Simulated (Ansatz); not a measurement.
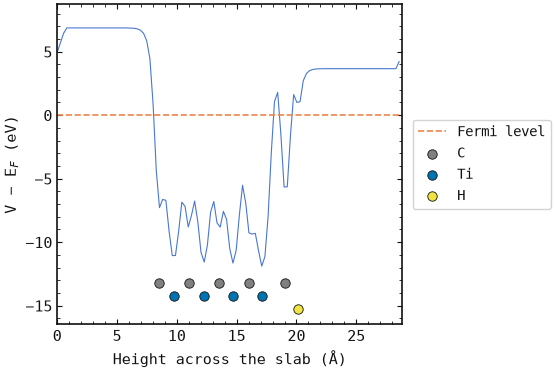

Plane-averaged electrostatic potential energy of an electron across the slab; circles at the bottom mark the heights of the atoms (positions after relaxation).

System: a (111) slab cut from TiC (Fm-3m), of composition Ti₄HC₅ (not the bulk's), ended by Ti above and C below, 10 atoms in the cell. Starting structure of the relaxation:

```yaml
crystal:
  lattice:
    - [3.06036, 0.00000, 0.00000]
    - [-1.53018, 2.65035, 0.00000]
    - [0.00000, 0.00000, 28.84570]
  atoms:
    - { symbol: C, position: [0.33333, 0.66667, 0.29467] }
    - { symbol: Ti, position: [0.66667, 0.33333, 0.33798] }
    - { symbol: C, position: [0.00000, 0.00000, 0.38130] }
    - { symbol: Ti, position: [0.33333, 0.66667, 0.42461] }
    - { symbol: C, position: [0.66667, 0.33333, 0.46794] }
    - { symbol: Ti, position: [0.00000, 0.00000, 0.50938] }
    - { symbol: C, position: [0.33333, 0.66667, 0.55717] }
    - { symbol: Ti, position: [0.66667, 0.33333, 0.59285] }
    - { symbol: C, position: [0.66667, 0.33333, 0.67466] }
    - { symbol: H, position: [0.66667, 0.33333, 0.71280] }
```

Ansatz; DFT r2SCAN, scalar-relativistic, plane waves, PAW, no spin polarisation, 12×12×1 k mesh, 500 eV cutoff.

**What is the work function?**

The work function is 3.66 eV at the right face and 6.87 eV at the left.

**Do the two faces differ, and what does that say about the slab's dipole?**

The vacuum level is 3.21 eV higher at the left than at the right, so the slab carries a dipole along its normal; the ramp in the vacuum, at or near the edge of the plot, is the dipole correction that keeps each side flat. Some atoms were held fixed in the relaxation, which can itself make the faces differ.
